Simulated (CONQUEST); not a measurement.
**Run report: Pb, geometry relaxation (part 1 of 2)**

The run: geometry relaxation of Pb (Im-3m, 2 atoms in the cell). Method and program: Kohn-Sham DFT of a periodic cell, PBEsol, PseudoDojo NC PBEsol (CONQUEST 1.3).

The structure derives from a Materials Project entry. The run did not end well.

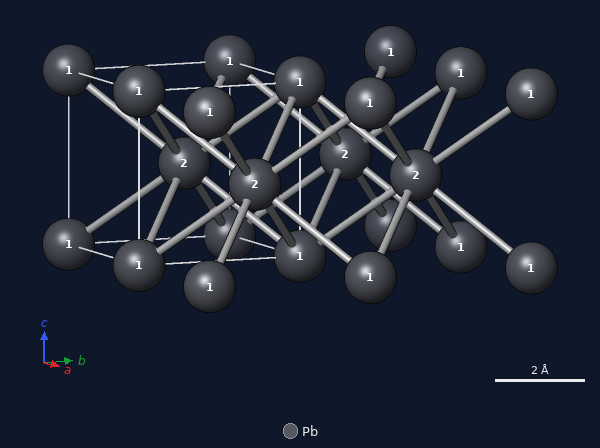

**Figure 1.** The starting structure (ball-and-stick view of the cell of the calculation, repeated 2 × 2 × 1, seen slightly off an axis; atoms are numbered from 1 in the order of the input).

Input:
```
IO.Title Pb
IO.Coordinates coords.dat
IO.FractionalAtomicCoords F
IO.Iprint 2
IO.Iprint_init 1
General.NumberOfSpecies 1
General.PseudopotentialType hamann
General.DistanceUnits A
AtomMove.TypeOfRun cg
Grid.GridCutoff 120
DM.SolutionMethod diagon
Diag.MPMesh T
Diag.GammaCentred T
Diag.MPMeshX 4
Diag.MPMeshY 4
Diag.MPMeshZ 4
Diag.kT 0.00367493
minE.SCTolerance 1e-6
SC.MaxIters 100
IO.AtomChargeOutput T
AtomMove.NumSteps 25
AtomMove.WriteExtXYZ T
AtomMove.OutputFreq 1
AtomMove.WriteXSF F
AtomMove.MaxForceTol 1e-3
AtomMove.OptCell T
AtomMove.OptCellMethod 3
AtomMove.StressTolerance 0.2
AtomMove.CGLineMin safe
AtomMove.TargetPressure 1
%block ChemicalSpeciesLabel
1 207.200 Pb
%endblock
```

Hardware: 1 thread of AMD EPYC (Zen 4), 16 GiB of memory available, shared host.

Command:
```bash
Conquest
```

Output:
```
Simulation cell dimensions:     3.9593 A  x     3.9593 A  x     3.9593 A

      Atomic coordinates (A )
         Atom         X         Y         Z  Species
            1    0.0000    0.0000    0.0000        1
            2    3.7410    3.7410    3.7410        1

         Monkhorst-Pack mesh:   4 x   4 x   4 gamma-centred
        This calculation includes non-local pseudopotentials,
         with a maximum core radius of      7.54117217

    Job title: Pb
    Job to be run: Combined CG atomic and cell relaxation

    Ground state search:
      Support functions represented with PAO basis
      1:1 PAO to SF mapping
      Non-spin-polarised electrons
      Solving for the K matrix using diagonalisation
      Using Fermi-Dirac smearing

    Integration grid size:     40 x   40 x   40

    Integration grid spacing:  0.099 A  x 0.099 A  x 0.099 A

    Number of species:  1
    --------------------------------------------------------
    |   #  mass (au)  Charge (e)  SF Rad (A )  NSF  Label  |
    --------------------------------------------------------
    |   1    207.200      14.000        4.157    9  Pb     |
    --------------------------------------------------------
          SCF tolerance:                 0.00000100
          SCF iterations:               100

    LibXC version:  6. 2. 2
    Using the GGA functional Perdew, Burke & Ernzerhof SOL
    Using the GGA functional Perdew, Burke & Ernzerhof SOL

           radial cut-off to be used is taken to be max PAO cut-off radius for this species:    7.541172

           greatest ang. mom. for making density from PAOs:  2
    Minimum blocs/proc is     1000. Maximum blocs/proc is     1000
    set_atom_dens: In set_atomic_density, electrons :      28.000000000000
 matrix_size & matrix_size_padH =           18          18

    Screened ion int: energy:    -106.247465019610 Ha

    full_cg_run: starting relaxation with safemin line minimisation
    full_cg_run: tolerance:   0.0010Ha/A  maximum steps:   25
      PulayMixSC: Starting Pulay mixing, A_up =  0.500 A_dn =  0.500
      PulayMixSC: Spin non-polarised calculation.
          Harris-Foulkes Energy            :      -140.481456114862198 Ha
          Free Energy (E-TS)               :      -140.484778423133292 Ha
      PulayMixSC: Pulay iteration     1 residual:              0.30590E-03
          Harris-Foulkes Energy            :      -140.481329939570486 Ha
          Free Energy (E-TS)               :      -140.484647504120261 Ha
      PulayMixSC: Pulay iteration     2 residual:              0.14879E-03
          Harris-Foulkes Energy            :      -140.481296465479545 Ha
          Free Energy (E-TS)               :      -140.484609119152481 Ha
      PulayMixSC: Pulay iteration     3 residual:              0.34374E-05
          Harris-Foulkes Energy            :      -140.481296485576650 Ha
          Free Energy (E-TS)               :      -140.484609138776648 Ha
      PulayMixSC: Pulay iteration     4 residual:              0.41459E-07
      PulayMixSC: Reached SCF tolerance of  0.41459E-07 after      4 iterations
      | Number of electrons      =        28.000045
      | GS Energy as E-(1/2)TS   =      -140.482952812176649 Ha
      | Free Energy as E-TS      =      -140.484609138776648 Ha
      |* Harris-Foulkes energy   =      -140.481296485576650 Ha
      |* DFT total energy        =      -140.481296485579094 Ha

      force: Forces on atoms (Ha/A )
      force:  Atom   X              Y              Z
      force:     1   0.0000000000   0.0000000000  -0.0000000000
      force:     2   0.0000000000  -0.0000000000  -0.0000000000

      force: Maximum force :        0.00000000(Ha/A ) on atom         1 in z direction
      force: Force Residual:        0.00000000 Ha/A
      force: Total stress:         -2.11402816    -2.11402816    -2.11402816 GPa
      force: Average pressure:      2.11402816 GPa

      get_E_and_F: Change in energy during last step of electronic optimisation: -0.20097E-07

    GeomOpt - Iter:    0 MaxF:   0.00000000 Ha/A  H:    -140.46706008 Ha MaxS:   1.11402816 GPa

WARNING:  Maximum force below threshold; consider only optimising cell

      safemin_full: seeking bracketing triplet of points

      PulayMixSC: Starting Pulay mixing, A_up =  0.500 A_dn =  0.500
      PulayMixSC: Spin non-polarised calculation.
          Harris-Foulkes Energy            :      -140.481578828660702 Ha
          Free Energy (E-TS)               :      -140.484864523994872 Ha
      PulayMixSC: Pulay iteration     1 residual:              0.63180E-05
          Harris-Foulkes Energy            :      -140.481578710442562 Ha
          Free Energy (E-TS)               :      -140.484864177033359 Ha
      PulayMixSC: Pulay iteration     2 residual:              0.30708E-05
          Harris-Foulkes Energy            :      -140.481578983934071 Ha
          Free Energy (E-TS)               :      -140.484864236543245 Ha
      PulayMixSC: Pulay iteration     3 residual:              0.78528E-07
      PulayMixSC: Reached SCF tolerance of  0.78528E-07 after      3 iterations
      | Number of electrons      =        28.000044
      | GS Energy as E-(1/2)TS   =      -140.483221610238672 Ha
      | Free Energy as E-TS      =      -140.484864236543245 Ha
      |* Harris-Foulkes energy   =      -140.481578983934071 Ha
      |* DFT total energy        =      -140.481578983931740 Ha
      get_E_and_F: Change in energy during last step of electronic optimisation: -0.27349E-06
      PulayMixSC: Starting Pulay mixing, A_up =  0.500 A_dn =  0.500
      PulayMixSC: Spin non-polarised calculation.
          Harris-Foulkes Energy            :      -140.481819714431225 Ha
          Free Energy (E-TS)               :      -140.485069276928698 Ha
      PulayMixSC: Pulay iteration     1 residual:              0.70859E-05
          Harris-Foulkes Energy            :      -140.481820136974306 Ha
          Free Energy (E-TS)               :      -140.485069380462392 Ha
      PulayMixSC: Pulay iteration     2 residual:              0.34281E-05
          Harris-Foulkes Energy            :      -140.481820215593359 Ha
          Free Energy (E-TS)               :      -140.485069156721750 Ha
      PulayMixSC: Pulay iteration     3 residual:              0.81801E-07
      PulayMixSC: Reached SCF tolerance of  0.81801E-07 after      3 iterations
      | Number of electrons      =        28.000049
      | GS Energy as E-(1/2)TS   =      -140.483444686157554 Ha
      | Free Energy as E-TS      =      -140.485069156721750 Ha
      |* Harris-Foulkes energy   =      -140.481820215593359 Ha
      |* DFT total energy        =      -140.481820215594297 Ha
      get_E_and_F: Change in energy during last step of electronic optimisation: -0.78619E-07
      PulayMixSC: Starting Pulay mixing, A_up =  0.500 A_dn =  0.500
      PulayMixSC: Spin non-polarised calculation.
          Harris-Foulkes Energy            :      -140.482128247902949 Ha
          Free Energy (E-TS)               :      -140.485289245042992 Ha
[... 242 further cycles ...]
      PulayMixSC: Pulay iteration     1 residual:              0.77054E-06
      PulayMixSC: reached SCF residual of  0.77054E-06 after      1 iterations
      | Number of electrons      =        28.000000
      | GS Energy as E-(1/2)TS   =      -140.483623732187283 Ha
      | Free Energy as E-TS      =      -140.485223794237783 Ha
      |* Harris-Foulkes energy   =      -140.482023670136755 Ha
      |* DFT total energy        =      -140.482023664641389 Ha
      get_E_and_F: Change in energy during last step of electronic optimisation:  0.39103E-07
      PulayMixSC: Starting Pulay mixing, A_up =  0.500 A_dn =  0.500
      PulayMixSC: Spin non-polarised calculation.
          Harris-Foulkes Energy            :      -140.482023795283794 Ha
          Free Energy (E-TS)               :      -140.485223919357736 Ha
      PulayMixSC: Pulay iteration     1 residual:              0.12809E-05
          Harris-Foulkes Energy            :      -140.482023660073367 Ha
          Free Energy (E-TS)               :      -140.485223791470077 Ha
      PulayMixSC: Pulay iteration     2 residual:              0.43856E-06
      PulayMixSC: Reached SCF tolerance of  0.43856E-06 after      2 iterations
      | Number of electrons      =        28.000025
      | GS Energy as E-(1/2)TS   =      -140.483623725771736 Ha
      | Free Energy as E-TS      =      -140.485223791470077 Ha
      |* Harris-Foulkes energy   =      -140.482023660073367 Ha
      |* DFT total energy        =      -140.482023658282117 Ha
      get_E_and_F: Change in energy during last step of electronic optimisation:  0.13521E-06

WARNING: Electronic structure dE is similar to atom movement dE; increase tolerance      0.000000135210      0.000000187042

      PulayMixSC: Starting Pulay mixing, A_up =  0.500 A_dn =  0.500
      PulayMixSC: Spin non-polarised calculation.
          Harris-Foulkes Energy            :      -140.482023787299482 Ha
          Free Energy (E-TS)               :      -140.485223912133733 Ha
      PulayMixSC: Pulay iteration     1 residual:              0.74223E-06
      PulayMixSC: reached SCF residual of  0.74223E-06 after      1 iterations
      | Number of electrons      =        28.000000
      | GS Energy as E-(1/2)TS   =      -140.483623849716594 Ha
      | Free Energy as E-TS      =      -140.485223912133733 Ha
      |* Harris-Foulkes energy   =      -140.482023787299482 Ha
      |* DFT total energy        =      -140.482023782209922 Ha
      get_E_and_F: Change in energy during last step of electronic optimisation: -0.12723E-06

WARNING: Electronic structure dE is similar to atom movement dE; increase tolerance     -0.000000127226      0.000000060202
```
